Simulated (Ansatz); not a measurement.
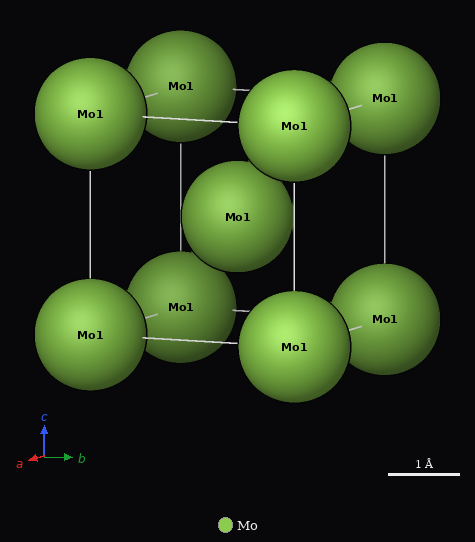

**Figure 1.** The input geometry of run 1 (spheres-only view of the cell 2 times as large as that of the calculation, set on its symmetry axes, seen slightly off an axis; atoms are numbered from 1 in the order of the input).

# From Mo to Nb

System: Mo (Im-3m, 1 atom in the cell).
Method of run 1: DFT PBE, scalar-relativistic, plane waves, PAW, no spin polarisation (Ansatz 0.2.0).
System of run 2: Nb (Im-3m, 1 atom in the cell).

On run 1: The structure derives from a Materials Project entry. On run 2: The structure was made by swapping elements on the sites of another compound; it need not be a known phase. It belongs to a series of runs on one base structure; here: Mo -> Nb on all its sites, cell and atoms relaxed. Text and figures count atoms from 1; the logs count them from 0 in places.

## Input file, run 1
```yaml
crystal:
  lattice:
    - [-1.5838089719, 1.5838089719, 1.5838089719]
    - [1.5838089719, -1.5838089719, 1.5838089719]
    - [1.5838089719, 1.5838089719, -1.5838089719]
  atoms:
    - { symbol: Mo, position: [0.0, 0.0, 0.0] }
basis:
  ecutwfc: 420
kpoints:
  mp_grid: { grid: [8, 8, 8] }
hamiltonian:
  xc: pbe
scf:
  occupations: { method: gaussian, width: 0.1 }
output:
  forces: true
  stress: true
  eigenvalues: true
```

Launched with:
```bash
ansatz run input.yaml --threads 1 --pin off --max-ram 2560MiB --backend cpu --events-out ev --progress --plain --runs-dir out
```

Hardware: 1 thread of Intel Xeon (Sapphire Rapids), 64 GiB of memory available, shared host.

## Output, shortened to warnings, some set-up lines, iterations and results (run 1)
```
Basis set: ecut = 420 eV, 321 PW (Γ), exchange–correlation on 40×40×40 points (8 copies of the dense FFT grid, shifted against one another)
Symmetry: 48 space group operations
k-points: 29 of 512
Initial density: superposition of atomic densities (neutral atoms: chi_scale 0, normalization atom), corrected by the library's trained network
[...]
SCF iter   1: F=—  HF=-4956.001741 eV  |F-HF|=—  |Δ(HF+E_count)|=         —  Δρ=2.91e-3  dr2=9.80e-4  ethr=1.77e-3  ⟨swp⟩=5.0  Hψ=1850  notcnv=0
SCF iter   2: F=—  HF=-4956.001563 eV  |F-HF|=—  |Δ(HF+E_count)|=   1.78e-4  Δρ=1.35e-3  dr2=1.19e-4  ethr=7.00e-6  ⟨swp⟩=2.6  Hψ=715  notcnv=0
SCF iter   3: F=—  HF=-4956.001566 eV  |F-HF|=—  |Δ(HF+E_count)|=   2.90e-6  Δρ=3.71e-4  dr2=1.26e-5  ethr=8.52e-7  ⟨swp⟩=2.0  Hψ=511  notcnv=0
SCF iter   4: F=—  HF=-4956.001565 eV  |F-HF|=—  |Δ(HF+E_count)|=   1.05e-6  Δρ=4.72e-5  dr2=1.07e-7  ethr=9.02e-8  ⟨swp⟩=2.0  Hψ=383  notcnv=0
SCF iter   5: F=-4956.001565 eV  HF=-4956.001565 eV  |F-HF|=1.09e-8  |Δ(HF+E_count)|=   4.50e-8  Δρ=1.60e-5  dr2=1.51e-8  ethr=7.67e-10  ⟨swp⟩=2.2  Hψ=500  notcnv=0
SCF iter   6: F=-4956.001565 eV  HF=-4956.001565 eV  |F-HF|=6.35e-10  |Δ(HF+E_count)|=   5.74e-9  Δρ=4.77e-6  dr2=1.04e-9  ethr=1.08e-10  ⟨swp⟩=2.0  Hψ=1062  notcnv=0
SCF 1 converged in 6 iterations: F = -4956.001565 eV  dr2 = 1.04e-9
SCF converged after 6 iterations
Free energy (F): -4956.001565 eV
Harris-Foulkes:  -4956.001565 eV  (|F-HF|=6.35e-10)
Internal energy: -4955.997389 eV  (E = F + TS)
E sigma→0 (E₀):  -4955.999477 eV
Entropy (-TS):   -0.004177 eV (-4.177 meV/atom)
Fermi energy:    20.577237 eV
--- Per-component energies (eV) ---
  E_band       = -60.343716
  E_kinetic    = 440.324153
  E_local      = -795.443662  (includes V_loc(G=0)·N_el)
  E_nonlocal   = 142.414794
  E_hartree    = 262.492715
  E_xc         = -183.394297
  E_vxc        = -228.879029  (∫ρ·V_xc dr)
  E_paw        = -3201.122440  (= ΣΔE_a)
  E_vpaw       = -143.744832  (= ΣTr[D̂ρ^β])
  E_aug_tail   = 0.000043  (compensation charges beyond the density's cutoff)
  E_ewald      = -1621.268694
  E_smearing   = -0.004177  (= −TS)
  E_closure    = 0.000000  (closes the sum)
  Σ components = -4956.001565   (vs F -4956.001565, Δ=0.00e0)
--- Forces (eV/Å), atoms counted from 1 ---
  atom   1  Mo    -0.00000000     0.00000000    -0.00000000
  max |Σ_I F_I| component: 4.21e-32 eV/Å
--- Stress (GPa, compression-positive) ---
       -1.042561       0.000000      -0.000000
        0.000000      -1.042561      -0.000000
       -0.000000       0.000000      -1.042561
  P = ⅓ Tr σ = -1.0426 GPa (-10.426 kbar)
```

The input of run 2 differs as follows (lines with − go, lines with + come):
```diff
-    - [-1.5838089719, 1.5838089719, 1.5838089719]
-    - [1.5838089719, -1.5838089719, 1.5838089719]
-    - [1.5838089719, 1.5838089719, -1.5838089719]
+    - [-1.6505430597, 1.6505430597, 1.6505430597]
+    - [1.6505430597, -1.6505430597, 1.6505430597]
+    - [1.6505430597, 1.6505430597, -1.6505430597]
-    - { symbol: Mo, position: [0.0, 0.0, 0.0] }
+    - { symbol: Nb, position: [0.0, 0.0, 0.0] }
```

What does this change do to the results?

The total energies belong to different systems, so their difference says nothing on which is more stable or more accurate. The pressure goes from −1.04 to 1.94 GPa. The volume per atom goes from 15.89 to 17.99 Å³. The number of SCF iterations is the same. The plane waves at Γ go from 321 to 369.

## Output, shortened to warnings, some set-up lines, iterations and results (run 2)
```
Basis set: ecut = 420 eV, 369 PW (Γ), exchange–correlation on 40×40×40 points (8 copies of the dense FFT grid, shifted against one another)
Symmetry: 48 space group operations
k-points: 29 of 512
Initial density: superposition of atomic densities (neutral atoms: chi_scale 0, normalization atom), corrected by the library's trained network
[...]
SCF iter   1: F=—  HF=-4552.312627 eV  |F-HF|=—  |Δ(HF+E_count)|=         —  Δρ=5.85e-3  dr2=4.78e-3  ethr=1.77e-3  ⟨swp⟩=4.9  Hψ=1828  notcnv=0
SCF iter   2: F=—  HF=-4552.311571 eV  |F-HF|=—  |Δ(HF+E_count)|=   1.06e-3  Δρ=2.39e-3  dr2=4.92e-4  ethr=3.68e-5  ⟨swp⟩=1.9  Hψ=632  notcnv=0
SCF iter   3: F=—  HF=-4552.311548 eV  |F-HF|=—  |Δ(HF+E_count)|=   2.36e-5  Δρ=6.66e-4  dr2=4.20e-5  ethr=3.78e-6  ⟨swp⟩=1.0  Hψ=308  notcnv=0
SCF iter   4: F=—  HF=-4552.311547 eV  |F-HF|=—  |Δ(HF+E_count)|=   6.61e-7  Δρ=4.46e-5  dr2=9.49e-8  ethr=3.23e-7  ⟨swp⟩=1.0  Hψ=308  notcnv=0
SCF iter   5: F=-4552.311547 eV  HF=-4552.311547 eV  |F-HF|=8.46e-11  |Δ(HF+E_count)|=   8.63e-8  Δρ=3.61e-6  dr2=7.63e-10  ethr=7.30e-10  ⟨swp⟩=2.1  Hψ=480  notcnv=0
SCF iter   6: F=-4552.311547 eV  HF=-4552.311547 eV  |F-HF|=1.82e-12  |Δ(HF+E_count)|=  7.28e-11  Δρ=2.84e-7  dr2=4.04e-12  ethr=5.87e-12  ⟨swp⟩=3.0  Hψ=1068  notcnv=0
SCF 1 converged in 6 iterations: F = -4552.311547 eV  dr2 = 4.04e-12
SCF converged after 6 iterations
Free energy (F): -4552.311547 eV
Harris-Foulkes:  -4552.311547 eV  (|F-HF|=1.82e-12)
Internal energy: -4552.304847 eV  (E = F + TS)
E sigma→0 (E₀):  -4552.308197 eV
Entropy (-TS):   -0.006700 eV (-6.700 meV/atom)
Fermi energy:    17.665870 eV
--- Per-component energies (eV) ---
  E_band       = -67.249847
  E_kinetic    = 395.234341
  E_local      = -692.133965  (includes V_loc(G=0)·N_el)
  E_nonlocal   = 119.798564
  E_hartree    = 215.412472
  E_xc         = -175.802897
  E_vxc        = -213.300464  (∫ρ·V_xc dr)
  E_paw        = -3073.403276  (= ΣΔE_a)
  E_vpaw       = -107.673299  (= ΣTr[D̂ρ^β])
  E_aug_tail   = 0.000007  (compensation charges beyond the density's cutoff)
  E_ewald      = -1341.410094
  E_smearing   = -0.006700  (= −TS)
  E_closure    = 0.000000  (closes the sum)
  Σ components = -4552.311547   (vs F -4552.311547, Δ=0.00e0)
--- Forces (eV/Å), atoms counted from 1 ---
  atom   1  Nb    -0.00000000     0.00000000     0.00000000
  max |Σ_I F_I| component: 3.70e-32 eV/Å
--- Stress (GPa, compression-positive) ---
        1.938138       0.000000       0.000000
       -0.000000       1.938138      -0.000000
       -0.000000       0.000000       1.938138
  P = ⅓ Tr σ = 1.9381 GPa (19.381 kbar)
```

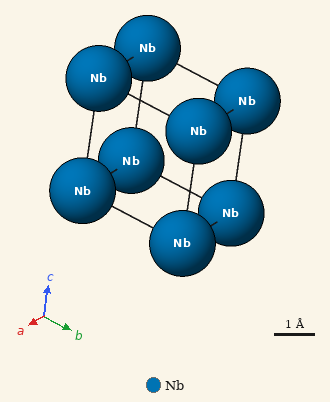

**Figure 2.** The input structure of run 2 (spheres-only view of the cell of the calculation, seen slightly off an axis).

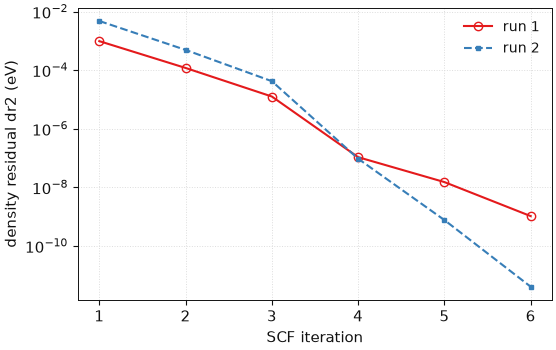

**Figure 3.** Convergence of the two runs: density residual dr2 against the SCF iteration. Run 1 takes 6 iterations in all, and run 2 takes 6.

## The two runs side by side

```tsv
quantity	run 1	run 2
outcome	converged	converged
free energy per atom (eV)	−4956.0016	−4552.3115
energy per atom, smearing taken to zero (eV)	−4955.9995	−4552.3082
gap on the mesh (eV)	0.00	0.00
pressure (GPa)	−1.04	1.94
volume per atom (Å³)	15.89	17.99
largest force (eV/Å)	0.000	0.000
SCF iterations	6	6
irreducible k-points	29	29
plane waves at Γ	321	369
```
